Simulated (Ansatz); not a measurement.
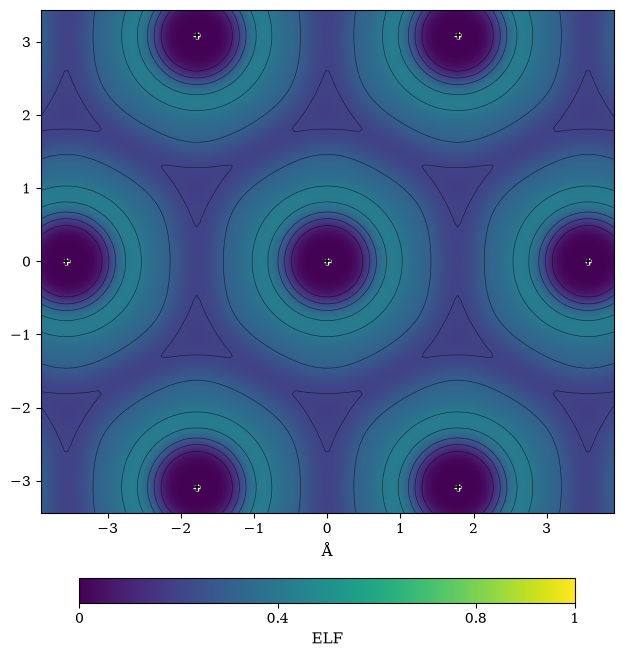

The electron localisation function on a plane through atoms (crosses mark nuclei in the plane).

Method: DFT PBE, scalar-relativistic, plane waves, PAW (Ansatz 0.2.0).

Candidates:
A. Ca, a = 5.52 Å, b = 5.52 Å, c = 5.52 Å, α = 90.00°, β = 90.00°, γ = 90.00°. Space group Fm-3m.
B. BaF₂, a = 6.25 Å, b = 6.25 Å, c = 6.25 Å, α = 90.00°, β = 90.00°, γ = 90.00°. Space group Fm-3m.
C. Pb, a = 5.04 Å, b = 5.04 Å, c = 5.04 Å, α = 90.00°, β = 90.00°, γ = 90.00°. Space group Fm-3m.

Q: Which system is this?

A: Candidate C: Pb on the (111) plane of the conventional cell, which holds Pb. Pb–Pb (3.57 Å): the ELF is about 0.20 at the midpoint; no shared electron pair shows on this line.
